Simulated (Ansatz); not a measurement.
Ta4N5: geometry relaxation (part 1 of 2)

The run: geometry relaxation of Ta4N5 (I4/m, 9 atoms in the cell). Method and program: DFT LDA, scalar-relativistic, plane waves, PAW, no spin polarisation (Ansatz 0.2.0).

The structure derives from a Materials Project entry. It belongs to a series of runs on one base structure; here: cell and atoms relaxed tightly for response.

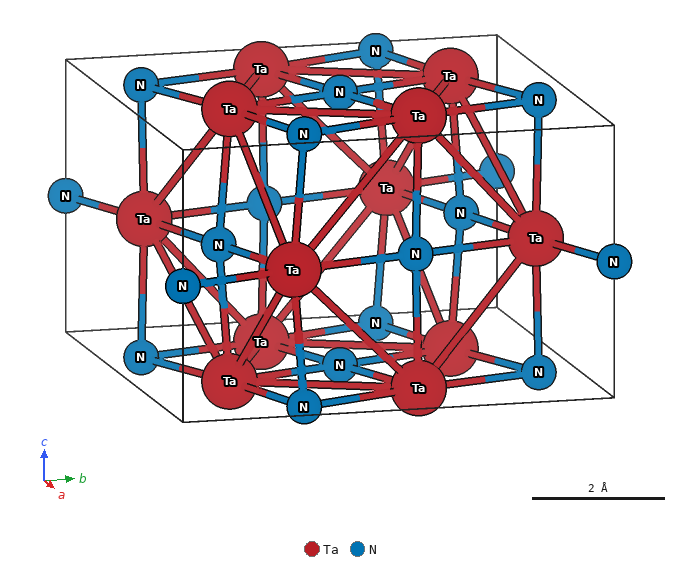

*The starting structure (ball-and-stick view of the cell 2 times as large as that of the calculation, set on its symmetry axes, seen slightly off an axis). An atom can appear more than once, as a periodic image.*

**Summary**

- outcome: converged
- space group (tolerance 0.01 Å): I4/m (87)
- electrons treated: 77
- free energy: −40611.6519 eV
- Fermi energy: 18.416 eV
- gap on the k-point mesh: none (metallic)
- pressure: 0.00 GPa
- final volume: 97.34 Å³
- largest force (length of the vector) at the end: 0.001 eV/Å
- final cell: a = 5.243 Å, b = 5.243 Å, c = 5.243 Å, α = 99.37°, β = 99.37°, γ = 132.41°
- hardware: 4 threads of Intel Xeon @ 2.50GHz (Skylake/Cascade Lake), 189 GiB of memory available, shared host
- wall time: 1.9 min (CPU time 7.1 min)
- peak memory: 0.82 GiB

**Remarks**

Results for this metal are sensitive to the k-point mesh. Spin–orbit coupling is left out, which matters for Ta. The cell holds an odd number of electrons but the run has no spin polarisation, so a band is left half filled.

**Input**
```yaml
crystal:
  lattice:
    - [-3.3920999451, 3.3920999451, 2.114070948]
    - [3.3920999451, -3.3920999451, 2.114070948]
    - [3.3920999451, 3.3920999451, -2.114070948]
  atoms:
    - { symbol: Ta, position: [0.7844968745, 0.6049381891, 0.3894350635] }
    - { symbol: Ta, position: [0.3950618109, 0.7844968745, 0.1795586854] }
    - { symbol: Ta, position: [0.6049381891, 0.2155031255, 0.8204413146] }
    - { symbol: Ta, position: [0.2155031255, 0.3950618109, 0.6105649365] }
    - { symbol: "N", position: [0.5, 0.5, 0.0] }
    - { symbol: "N", position: [0.9080439332, 0.3061506382, 0.2141945714] }
    - { symbol: "N", position: [0.6938493618, 0.9080439332, 0.601893295] }
    - { symbol: "N", position: [0.3061506382, 0.0919560668, 0.398106705] }
    - { symbol: "N", position: [0.0919560668, 0.6938493618, 0.7858054286] }
basis:
  ecutwfc: 420
kpoints:
  mp_grid: { grid: [10, 10, 10] }
hamiltonian:
  xc: lda
scf:
  occupations: { method: fermi_dirac, width: 0.15 }
output:
  forces: true
  stress: true
  eigenvalues: true
relax:
  adjacent_minimum: "off"
  f_tol: 0.001
  max_steps: 60
  cell: { stress_tol: 0.01 }
```

Command:
```bash
ansatz run input.yaml --threads 4 --pin off --max-ram 12288MiB --backend cpu --events-out ev --progress --plain --runs-dir out
```

**The program's output**
```
band count auto-derived: 49 (N_el = 77.0; filled up to band 39; 48 by the electrons, moments and atoms)
Engine: ansatz 0.2.0, x86_64-unknown-linux-gnu
Pseudopotentials: kind: paw
Pseudopotential: Ta, paw, valence charge 13, recommended cutoff 420 eV (normal), Ta.paw.azcp
Pseudopotential: N, paw, valence charge 5, recommended cutoff 420 eV (normal), N.paw.azcp
Functional definition: SPW92
  exchange = slater_x
  correlation = pw_c
Crystal: 9 atoms, lattice volume = 97.301 Å³
Basis set: ecut = 420 eV, 1899 PW (Γ)
Bands: 49, of which v1, the nominal top of the filled ones, is band 39 counted from 1 (38 counted from 0)
Symmetry: 8 space group operations
Space group: I4/m (ITA 87), of the structure as read, at distance tolerance 4.6e-5 Å
k-points: 144 of 1000
Non-local potential: Ta, projectors of the file, l = 0: 3, l = 1: 2, l = 2: 2, l = 3: 1
Non-local potential: N, projectors of the file, l = 0: 2, l = 1: 2, l = 2: 1
PAW form: soft (Blöchl's): semilocal exchange-correlation on the pseudo side does not see the compensation charge
PAW frozen core: Ta, regenerated for the run's functional, and the local potential with it (the file was generated under x = pbe(κ = 0.804, μ = 0.2195149727645171), c = pbe(β = 0.06672455060314922))
PAW frozen core: N, regenerated for the run's functional, and the local potential with it (the file was generated under x = pbe(κ = 0.804, μ = 0.2195149727645171), c = pbe(β = 0.06672455060314922))
PAW one-centre angular grid: Ta, 590 points (default); XC on 64 Gauss nodes
PAW one-centre angular grid: N, 110 points (default); XC on 64 Gauss nodes
Initial density: superposition of atomic densities (neutral atoms: chi_scale 0, normalization atom), corrected by the library's trained network
Initial wavefunctions: pseudopotential atomic-orbital guess
Functional: x = slater, c = lda
SCF iter   1: F=—  HF=-40611.702289 eV  |F-HF|=—  |Δ(HF+E_count)|=         —  Δρ=1.46e-2  dr2=2.26e-1  ethr=1.77e-3  ⟨swp⟩=6.5  Hψ=28406  notcnv=0
preconditioner: auto → LDOS  [metal: Δε(μ)=0.020 eV  Ē_g=9.894 eV  σ=0.150 eV  W_gap=0.03  n_scr=36 (ndim 8)  ℏωp=25.3 eV  f_vac=0.016  D(μ)=1.67/eV (n_scr^D=12)  β→1.0]
SCF iter   2: F=—  HF=-40611.758168 eV  |F-HF|=—  |Δ(HF+E_count)|=   5.59e-2  Δρ=2.01e-2  dr2=4.72e-1  ethr=2.94e-4  ⟨swp⟩=2.4  Hψ=13000  notcnv=0
SCF iter   3: F=—  HF=-40611.656123 eV  |F-HF|=—  |Δ(HF+E_count)|=   1.02e-1  Δρ=4.33e-3  dr2=1.95e-2  ethr=2.94e-4  ⟨swp⟩=2.0  Hψ=11371  notcnv=0
SCF iter   4: F=—  HF=-40611.651673 eV  |F-HF|=—  |Δ(HF+E_count)|=   4.45e-3  Δρ=6.45e-4  dr2=3.42e-4  ethr=2.54e-5  ⟨swp⟩=2.0  Hψ=10567  notcnv=0
SCF iter   5: F=—  HF=-40611.651634 eV  |F-HF|=—  |Δ(HF+E_count)|=   3.96e-5  Δρ=8.15e-5  dr2=6.61e-6  ethr=4.44e-7  ⟨swp⟩=2.0  Hψ=10507  notcnv=0
SCF iter   6: F=—  HF=-40611.651631 eV  |F-HF|=—  |Δ(HF+E_count)|=   3.07e-6  Δρ=2.18e-5  dr2=3.35e-7  ethr=8.58e-9  ⟨swp⟩=2.2  Hψ=11224  notcnv=0
SCF iter   7: F=-40611.651631 eV  HF=-40611.651631 eV  |F-HF|=2.29e-8  |Δ(HF+E_count)|=   1.27e-9  Δρ=5.74e-6  dr2=3.57e-8  ethr=1.30e-10  ⟨swp⟩=8.1  Hψ=31684  notcnv=0
SCF 1 converged in 7 iterations: F = -40611.651631 eV  dr2 = 3.57e-8
  greatest PAW one-centre occupation: 1.000 electrons in one spin orbital (limit 2), on the Ta atom at site 3 (counted from 0), in its partial waves of l = 0
relax step   1: F+E_penalty+E_count = -40611.65163056 eV  Δ(F+E_penalty+E_count) = +0.000e0 eV  max|allowed force component| = 3.695e-2 eV/Å  Δτ_max = 0.0000 Å  P = +0.121 GPa  Ω = 97.301 Å³  (7 SCF iters, dr2 threshold 1.00e-7 eV, accepted)
Crystal: 9 atoms, lattice volume = 97.361 Å³
Initial density: handed on by an earlier stage of this run
Initial wavefunctions: those handed on with the density
iter 1 solved again at ethr=1.54e-7 eV; its pass at ethr=3.10e-3 eV (dr2=1.18e-4 eV) is discarded
SCF iter   1: F=—  HF=-40611.651619 eV  |F-HF|=—  |Δ(HF+E_count)|=         —  Δρ=3.22e-4  dr2=1.11e-4  ethr=1.54e-7  ⟨swp⟩=2.1  Hψ=31518  notcnv=0
preconditioner: auto → LDOS  [metal: Δε(μ)=0.033 eV  Ē_g=9.977 eV  σ=0.150 eV  W_gap=0.06  n_scr=36 (ndim 8)  ℏωp=25.2 eV  f_vac=0.015  D(μ)=1.69/eV (n_scr^D=12)  β→1.0]
SCF iter   2: F=—  HF=-40611.651648 eV  |F-HF|=—  |Δ(HF+E_count)|=   2.82e-5  Δρ=4.15e-4  dr2=2.64e-4  ethr=1.44e-7  ⟨swp⟩=2.5  Hψ=12393  notcnv=0  recentre
SCF iter   3: F=—  HF=-40611.651591 eV  |F-HF|=—  |Δ(HF+E_count)|=   5.66e-5  Δρ=1.06e-4  dr2=1.15e-5  ethr=1.44e-7  ⟨swp⟩=2.4  Hψ=11116  notcnv=0
SCF iter   4: F=-40611.651588 eV  HF=-40611.651589 eV  |F-HF|=1.50e-7  |Δ(HF+E_count)|=   2.29e-6  Δρ=1.57e-5  dr2=2.00e-7  ethr=4.62e-10  ⟨swp⟩=5.3  Hψ=34322  notcnv=0
SCF 2 converged in 4 iterations: F = -40611.651588 eV  dr2 = 2.00e-7
relax step   2: F+E_penalty+E_count = -40611.65158850 eV  Δ(F+E_penalty+E_count) = +4.207e-5 eV  max|allowed force component| = 1.240e-2 eV/Å  Δτ_max = 0.0016 Å  P = -0.062 GPa  Ω = 97.361 Å³  energy of the carried Pulay correction = -2.501e-4 eV  (4 SCF iters, dr2 threshold 3.56e-7 eV, accepted)
Crystal: 9 atoms, lattice volume = 97.342 Å³
iter 1 solved again at ethr=8.42e-9 eV; its pass at ethr=3.10e-3 eV (dr2=6.48e-6 eV) is discarded
SCF iter   1: F=—  HF=-40611.651692 eV  |F-HF|=—  |Δ(HF+E_count)|=         —  Δρ=7.97e-5  dr2=6.22e-6  ethr=8.42e-9  ⟨swp⟩=2.0  Hψ=31965  notcnv=0
preconditioner: auto → LDOS  [metal: Δε(μ)=0.033 eV  Ē_g=9.979 eV  σ=0.150 eV  W_gap=0.05  n_scr=36 (ndim 8)  ℏωp=25.2 eV  f_vac=0.015  D(μ)=1.69/eV (n_scr^D=12)  β→1.0]
SCF iter   2: F=—  HF=-40611.651694 eV  |F-HF|=—  |Δ(HF+E_count)|=   1.57e-6  Δρ=1.14e-4  dr2=1.50e-5  ethr=8.07e-9  ⟨swp⟩=3.6  Hψ=15427  notcnv=0  recentre
SCF iter   3: F=—  HF=-40611.651690 eV  |F-HF|=—  |Δ(HF+E_count)|=   3.38e-6  Δρ=1.54e-5  dr2=2.82e-7  ethr=8.07e-9  ⟨swp⟩=2.3  Hψ=10354  notcnv=0
SCF iter   4: F=-40611.651690 eV  HF=-40611.651690 eV  |F-HF|=5.32e-9  |Δ(HF+E_count)|=   4.88e-8  Δρ=2.52e-6  dr2=7.22e-9  ethr=3.20e-11  ⟨swp⟩=3.8  Hψ=29035  notcnv=0
SCF 3 converged in 4 iterations: F = -40611.651690 eV  dr2 = 7.22e-9
relax step   3: F+E_penalty+E_count = -40611.65169043 eV  Δ(F+E_penalty+E_count) = -1.019e-4 eV  max|allowed force component| = 4.146e-3 eV/Å  Δτ_max = 0.0004 Å  P = +0.002 GPa  Ω = 97.342 Å³  energy of the carried Pulay correction = -1.704e-4 eV  (4 SCF iters, dr2 threshold 2.46e-8 eV, accepted)
iter 1 solved again at ethr=5.16e-10 eV; its pass at ethr=3.10e-3 eV (dr2=3.97e-7 eV) is discarded
SCF iter   1: F=—  HF=-40611.651692 eV  |F-HF|=—  |Δ(HF+E_count)|=         —  Δρ=2.05e-5  dr2=4.06e-7  ethr=5.16e-10  ⟨swp⟩=2.3  Hψ=30550  notcnv=0
preconditioner: auto → LDOS  [metal: Δε(μ)=0.032 eV  Ē_g=9.978 eV  σ=0.150 eV  W_gap=0.05  n_scr=36 (ndim 8)  ℏωp=25.2 eV  f_vac=0.015  D(μ)=1.69/eV (n_scr^D=12)  β→1.0]
SCF iter   2: F=—  HF=-40611.651692 eV  |F-HF|=—  |Δ(HF+E_count)|=   3.93e-8  Δρ=1.34e-5  dr2=2.76e-7  ethr=5.16e-10  ⟨swp⟩=2.0  Hψ=11928  notcnv=0
SCF iter   3: F=—  HF=-40611.651692 eV  |F-HF|=—  |Δ(HF+E_count)|=   1.02e-7  Δρ=2.61e-6  dr2=7.35e-9  ethr=3.58e-10  ⟨swp⟩=2.0  Hψ=10505  notcnv=0
SCF iter   4: F=-40611.651692 eV  HF=-40611.651692 eV  |F-HF|=5.89e-10  |Δ(HF+E_count)|=   1.88e-9  Δρ=7.79e-7  dr2=6.85e-10  ethr=1.40e-12  ⟨swp⟩=5.1  Hψ=26821  notcnv=0
SCF 4 converged in 4 iterations: F = -40611.651692 eV  dr2 = 6.85e-10
relax step   4: F+E_penalty+E_count = -40611.65169211 eV  Δ(F+E_penalty+E_count) = -1.681e-6 eV  max|allowed force component| = 7.860e-4 eV/Å  Δτ_max = 0.0002 Å  P = +0.001 GPa  Ω = 97.342 Å³  energy of the carried Pulay correction = -1.706e-4 eV  (4 SCF iters, dr2 threshold 1.07e-9 eV, accepted)
Initial wavefunctions: pseudopotential atomic-orbital guess (no wavefunctions were taken with the density)
iter 1 solved again at ethr=5.20e-8 eV; its pass at ethr=3.10e-3 eV (dr2=4.00e-5 eV) is discarded
SCF iter   1: F=—  HF=-40611.651877 eV  |F-HF|=—  |Δ(HF+E_count)|=         —  Δρ=7.27e-5  dr2=1.10e-7  ethr=5.20e-8  ⟨swp⟩=4.3  Hψ=50522  notcnv=0
SCF iter   2: F=—  HF=-40611.651880 eV  |F-HF|=—  |Δ(HF+E_count)|=   3.34e-6  Δρ=2.78e-6  dr2=6.84e-9  ethr=1.42e-10  ⟨swp⟩=2.3  Hψ=12728  notcnv=0
SCF iter   3: F=—  HF=-40611.651880 eV  |F-HF|=—  |Δ(HF+E_count)|=  1.75e-10  Δρ=2.46e-6  dr2=5.68e-9  ethr=8.89e-12  ⟨swp⟩=2.0  Hψ=10475  notcnv=0
SCF iter   4: F=—  HF=-40611.651880 eV  |F-HF|=—  |Δ(HF+E_count)|=   1.25e-9  Δρ=7.58e-7  dr2=5.42e-10  ethr=7.38e-12  ⟨swp⟩=2.0  Hψ=9225  notcnv=0
SCF iter   5: F=—  HF=-40611.651880 eV  |F-HF|=—  |Δ(HF+E_count)|=  1.16e-10  Δρ=1.11e-7  dr2=1.15e-11  ethr=1.00e-12  ⟨swp⟩=2.0  Hψ=9763  notcnv=0
SCF iter   6: F=-40611.651880 eV  HF=-40611.651880 eV  |F-HF|=1.46e-11  |Δ(HF+E_count)|=  7.28e-12  Δρ=9.88e-9  dr2=6.76e-14  ethr=1.00e-12  ⟨swp⟩=7.9  Hψ=33023  notcnv=0
SCF 5 converged in 6 iterations: F = -40611.651880 eV  dr2 = 6.76e-14
relax step   5: F+E_penalty+E_count = -40611.65187993 eV  Δ(F+E_penalty+E_count) = -1.878e-4 eV  max|allowed force component| = 7.569e-4 eV/Å  Δτ_max = 0.0000 Å  P = +0.004 GPa  Ω = 97.342 Å³  stress off target by 4.81e-3 GPa  SCF on the basis re-selected at this cell (its energy is not comparable with the rows above)  (6 SCF iters)
```

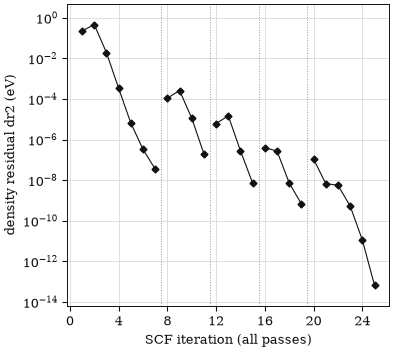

*Convergence of the self-consistent field: density residual dr2 against the SCF iteration. The dotted lines part the SCF passes of the relaxation: geometry steps, rejected trials and re-solves on a re-selected basis.*

The 5 passes take 4 to 7 iterations each, 25 in all.

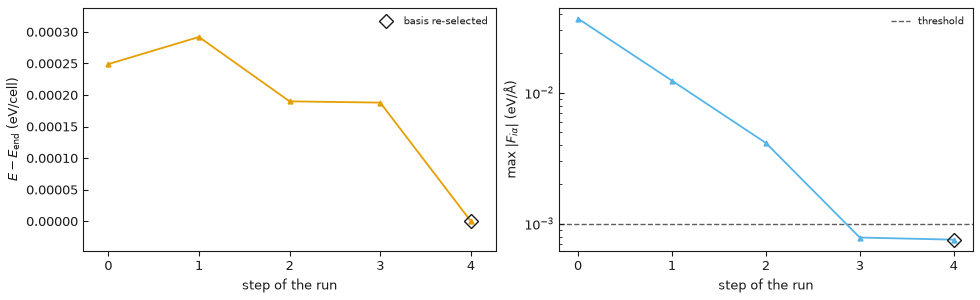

*Progress of the relaxation, step by step (the first geometry is step 0 here and step 1 in the log).*

The atoms keep their places relative to the cell (all moves are under 0.005 Å). The space group stays I4/m (No. 87). The energy falls by 0.1 meV per cell of the calculation in 3 geometry steps. The largest force component goes from 0.037 to 0.00076 eV/Å. The pressure goes from 0.12 to 0.00 GPa. A last SCF at the same geometry on a re-selected plane-wave basis shifts the energy by −0.2 meV per cell of the calculation. (Atoms are counted from 1 in the order of the input.)
